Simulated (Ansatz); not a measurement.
# A series of single points on C

System: C (R-3m, 2 atoms in the cell).
Method: DFT PBEsol+D3(BJ), scalar-relativistic, plane waves, PAW, no spin polarisation (Ansatz 0.2.0).

The 5 runs differ only in the geometry, by an even scaling of the cell at fixed fractional positions. The structure derives from an entry of the Crystallography Open Database.

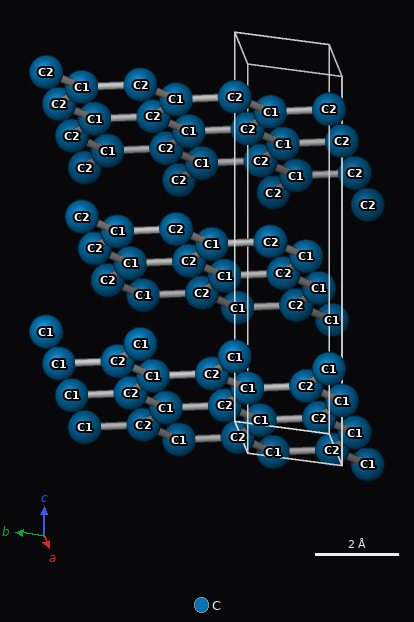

Figure 1. The structure of run 3 (ball-and-stick view of the cell 3 times as large as that of the calculation, set on its symmetry axes, repeated 3 × 3 × 1, seen at an oblique angle; atoms are numbered from 1 in the order of the input).

### Input of run 3
```yaml
crystal:
  lattice:
    - [1.239332347, 0.7155288641, 3.3108194777]
    - [-1.239332347, 0.7155288641, 3.3108194777]
    - [0.0, -1.4310577282, 3.3108194777]
  atoms:
    - { symbol: C, position: [0.1665835217, 0.1665835217, 0.1665835217] }
    - { symbol: C, position: [0.8334164783, 0.8334164783, 0.8334164783] }
basis:
  ecutwfc: 520.0
kpoints:
  mp_grid: { grid: [15, 15, 15] }
hamiltonian:
  xc: pbesol
  dispersion: d3bj
scf:
  occupations: { method: gaussian, width: 0.05 }
output:
  forces: true
  stress: true
  eigenvalues: true
```

Command:
```bash
ansatz run input.yaml --threads 1 --pin off --max-ram 2048MiB --backend cpu --events-out ev --progress --plain --runs-dir out
```

Lattice vectors (Å) and fractional positions of run 3:
```
   1.239332    0.715529    3.310819
  -1.239332    0.715529    3.310819
   0.000000   -1.431058    3.310819
C   0.166584  0.166584  0.166584
C   0.833416  0.833416  0.833416
```

Run 2 differs from it as follows:
```diff
-    - [1.239332347, 0.7155288641, 3.3108194777]
-    - [-1.239332347, 0.7155288641, 3.3108194777]
-    - [0.0, -1.4310577282, 3.3108194777]
+    - [1.2189287796, 0.703748859, 3.2563122841]
+    - [-1.2189287796, 0.703748859, 3.2563122841]
+    - [0.0, -1.407497718, 3.2563122841]
```

### Results, with one run withheld

| run | volume per atom (Å³) | free energy per atom, from the lowest run given (meV) | pressure (GPa) | gap on the mesh (eV) |
| --- | --- | --- | --- | --- |
| 1 | 8.169 | 16.57 | 16.90 | 0.81 |
| 2 | 8.380 | ? | ? | ? |
| 3 | 8.808 | 0.00 | −7.15 | 0.72 |
| 4 | 9.030 | 14.50 | −13.65 | 0.70 |
| 5 | 9.253 | 37.59 | −19.41 | 0.67 |

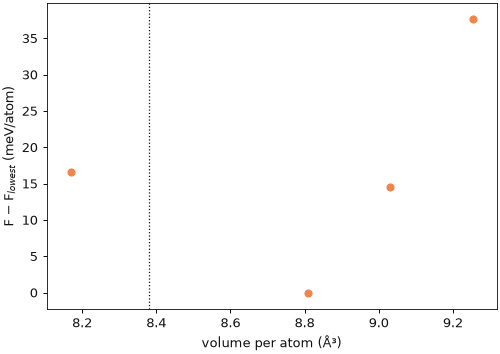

Figure 2. Free energy per atom of the runs given; the dotted line marks run 2.

Estimate the energy of run 2 from the others.

A quadratic polynomial in V^(−2/3) (the Birch–Murnaghan form), fitted to the 4 runs given, misses them by at most 0.01 meV per atom. With x = V^(−2/3) − 0.23463 Å⁻², it reads F = −0.40704 − 2412.6 x + 3.2226e+05 x² (meV per atom). At run 2 it gives 0.26 meV per atom, and the run itself gives 0.28. The slope of the fit gives a pressure −dF/dV of 7.99 GPa there, and the run prints 7.98 GPa. The fit has its minimum at 8.592 Å³ per atom, where V d²F/dV² gives 304 GPa. Cell shape and fractional positions are held, so this is the stiffness under even scaling; the relaxed bulk modulus wasn't computed. The gap on the mesh goes, without turning, from 0.81 eV in run 1 to 0.67 eV in run 5; run 2 has 0.78 eV. These are gaps of this functional on this mesh, which can miss the band edges; they aren't the measured gap.

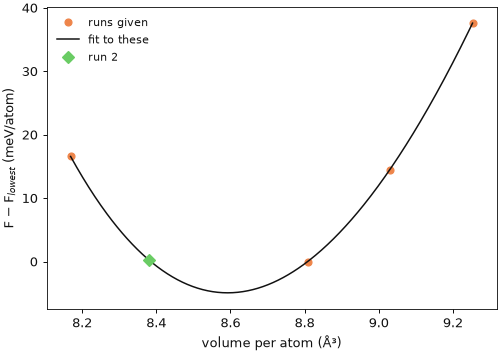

Figure 3. The fit and the withheld run.

### Output, shortened to warnings, some set-up lines, iterations and results (run 2)
```
Basis set: ecut = 520 eV, 451 PW (Γ), FFT grids on a1−a3, a2−a3, a3, exchange–correlation on 40×40×54 points (8 copies of the dense FFT grid, shifted against one another)
Symmetry: 12 space group operations
k-points: 344 of 3375
Initial density: superposition of atomic densities (neutral atoms: chi_scale 0, normalization atom), corrected by the library's trained network
[...]
SCF iter   1: F=—  HF=-493.593445 eV  |F-HF|=—  |Δ(HF+E_count)|=         —  Δρ=3.65e-3  dr2=1.84e-3  ethr=1.77e-3  ⟨swp⟩=4.3  Hψ=17935  notcnv=0
SCF iter   2: F=—  HF=-493.593697 eV  |F-HF|=—  |Δ(HF+E_count)|=   2.51e-4  Δρ=1.53e-3  dr2=2.84e-4  ethr=2.30e-5  ⟨swp⟩=2.2  Hψ=6811  notcnv=0
SCF iter   3: F=—  HF=-493.593772 eV  |F-HF|=—  |Δ(HF+E_count)|=   7.58e-5  Δρ=1.98e-4  dr2=5.98e-6  ethr=3.55e-6  ⟨swp⟩=3.0  Hψ=4176  notcnv=0
SCF iter   4: F=—  HF=-493.593772 eV  |F-HF|=—  |Δ(HF+E_count)|=   8.34e-9  Δρ=3.06e-5  dr2=1.03e-7  ethr=7.47e-8  ⟨swp⟩=2.9  Hψ=4173  notcnv=0
SCF iter   5: F=-493.593773 eV  HF=-493.593773 eV  |F-HF|=7.61e-10  |Δ(HF+E_count)|=   1.89e-7  Δρ=3.08e-6  dr2=5.97e-10  ethr=1.28e-9  ⟨swp⟩=2.1  Hψ=3966  notcnv=0
SCF iter   6: F=-493.593773 eV  HF=-493.593773 eV  |F-HF|=9.72e-12  |Δ(HF+E_count)|=  8.01e-10  Δρ=4.95e-7  dr2=2.17e-11  ethr=7.47e-12  ⟨swp⟩=1.4  Hψ=8457  notcnv=0
SCF 1 converged in 6 iterations: F = -493.593773 eV  dr2 = 2.17e-11
SCF converged after 6 iterations
Free energy (F): -493.593773 eV
Harris-Foulkes:  -493.593773 eV  (|F-HF|=9.72e-12)
Internal energy: -493.593773 eV  (E = F + TS)
E sigma→0 (E₀):  -493.593773 eV
Fermi energy:    7.485900 eV
--- Per-component energies (eV) ---
  E_band       = -13.900358
  E_kinetic    = 183.245740
  E_local      = -293.592014  (includes V_loc(G=0)·N_el)
  E_nonlocal   = 55.342998
  E_hartree    = 87.077991
  E_xc         = -95.659345
  E_vxc        = -118.925646  (∫ρ·V_xc dr)
  E_paw        = -191.146814  (= ΣΔE_a)
  E_vpaw       = -14.127370  (= ΣTr[D̂ρ^β])
  E_aug_tail   = 0.000011  (compensation charges beyond the density's cutoff)
  E_ewald      = -238.677714
  E_disp       = -0.226827  (pairwise vdW)
  E_core_change = 0.042201  (= ΣΔE_core)
  E_smearing   = -0.000000  (= −TS)
  E_closure    = -0.000000  (closes the sum)
  Σ components = -493.593773   (vs F -493.593773, Δ=0.00e0)
--- Forces (eV/Å), atoms counted from 1 ---
  atom   1  C     -0.00000000    -0.00000000    -0.00012516
  atom   2  C      0.00000000     0.00000000     0.00012516
  max |Σ_I F_I| component: 1.85e-17 eV/Å
--- Stress (GPa, compression-positive) ---
       11.819637      -0.000000      -0.000000
       -0.000000      11.819637      -0.000000
       -0.000000      -0.000000       0.292526
  P = ⅓ Tr σ = 7.9773 GPa (79.773 kbar)
```
